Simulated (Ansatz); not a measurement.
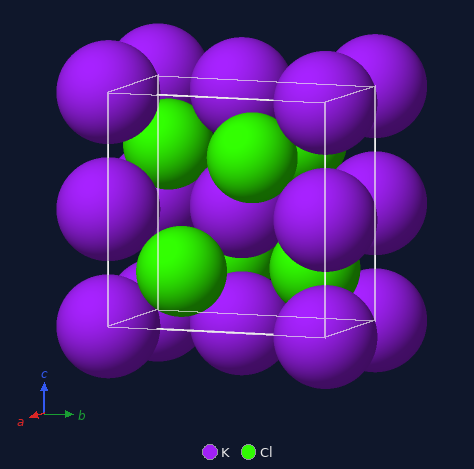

The image is a space-filling drawing of a crystal, viewed slightly off an axis. The parallelepiped is the conventional unit cell.

KCl, space group Cmcm (No. 63), a = 4.491 Å, b = 7.517 Å, c = 7.636 Å, α = 90.00°, β = 90.00°, γ = 90.00°. The starting point was a structure type filled with these elements by a generator (whether the compound takes this form wasn't checked). The cell was then strained or its atoms displaced on purpose. It was run through Ansatz as a DFT input.

This one geometry was computed with Ansatz (DFT, plane waves, PAW) at three levels of theory: r2SCAN, PBE and HSE06. It was relaxed with r2SCAN and then strained.

**How does the band gap change with the level of theory?**

PBE: a gap of 5.01 eV, direct; r2SCAN: a gap of 5.65 eV, direct; HSE06: a gap of 6.31 eV, direct.

**Collect the results in a table.**

| level | cutoff (eV) | k-mesh of the run's cell | gap (eV) | pressure (GPa) |
| --- | --- | --- | --- | --- |
| r2SCAN | 500 | 12×12×4 | 5.65 | -0.6 |
| PBE | 420 | 12×12×4 | 5.01 | 0.2 |
| HSE06 | 420 | 6×6×2 | 6.31 | -0.1 |

Gaps are taken on the k-mesh or band path of each run.
